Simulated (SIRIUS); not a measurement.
System: ZnO, space group P6_3/mmc (No. 194), 4 atoms in the cell.

```xyz
4
Lattice="3.2880 0.0000 0.0000 -1.6440 2.8475 0.0000 0.0000 0.0000 7.1304" Properties=species:S:1:pos:R:3 pbc="T T T"
Zn    0.0000    0.0000    1.7826
Zn    0.0000    0.0000    5.3478
O     1.6440    0.9492    5.3478
O     0.0000    1.8983    1.7826
```

SIRIUS; LDA, all-electron FP-LAPW, no spin polarisation, no spin-orbit coupling, 9×9×4 k mesh.

What will the band structure and density of states look like? The path is Γ–M–K–Γ–A–L–H–A.

A semiconductor. The gap along this path is 0.76 eV and direct: both edges lie at Γ. At A the top valence band lies only 0.01 eV lower. Two bands meet at the valence-band top at Γ: it is doubly degenerate (spin aside). The next level lies only 0.01 eV lower. The top valence band spans 1.3 eV and the lowest conduction band 5.0 eV. The direct gaps are 5.64 eV at M, 6.36 eV at H and 5.61 eV at K.

LDA, GGA and most meta-GGA functionals understate gaps. The usual form of ZnO is wurtzite.

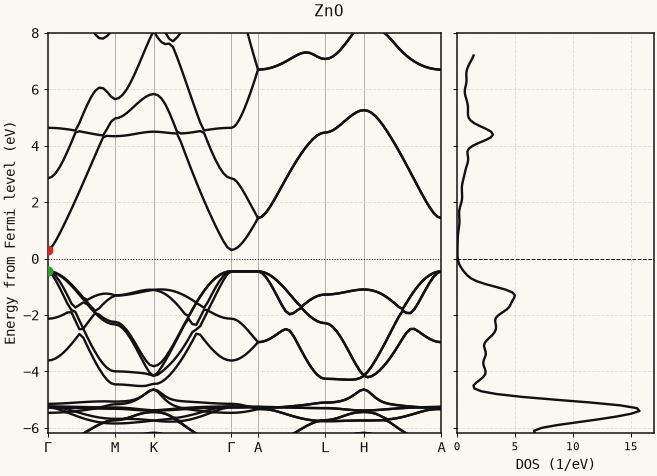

Band structure and density of states. Energies are counted from the Fermi level. The path runs straight from each named point to the next. The DOS curve is built from the levels of the k mesh with Gaussians 0.55 eV wide, which also blur the band edges; ripples of that width can come from the mesh.
